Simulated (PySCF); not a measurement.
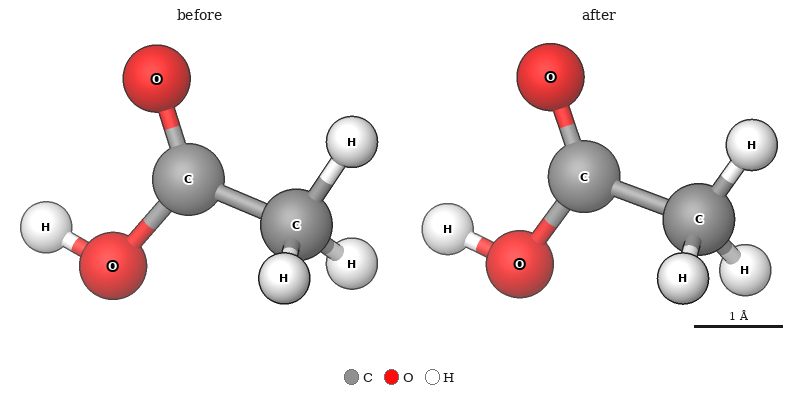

The structure of C2H4O2 before (left) and after (right) a relaxation, at one scale.

A ball-and-stick model, seen at a tilt.

The start comes from MMFF94s. Its atoms were then displaced at random by about 0.03 Å.

These are results of PBE0-D3(BJ)/def2-SVP geometry optimisation, gas phase (PySCF 2.14.0, density-fitted response routines), not measurements. 

### What changed between the two?

The atom that moves furthest after the best rigid fit is an H atom (0.10 Å). By element the largest moves are H 0.10 Å, O 0.09 Å, C 0.08 Å. Among the contacts that change: C–H 1.212 → 1.095 Å, C–C 1.433 → 1.499 Å, C–O 1.401 → 1.343 Å, C–H 1.065 → 1.100 Å. Bond angles that change, for instance: H–C–H 103.8° → 110.5°, H–C–H 112.9° → 107.1°, H–C–H 104.5° → 109.8°. Over 6 geometry steps the energy falls by 45.6 kJ/mol. Cost: 25 s on 1 thread of Intel(R) Xeon(R) Platinum 8259CL CPU @ 2.50GHz (shared host).
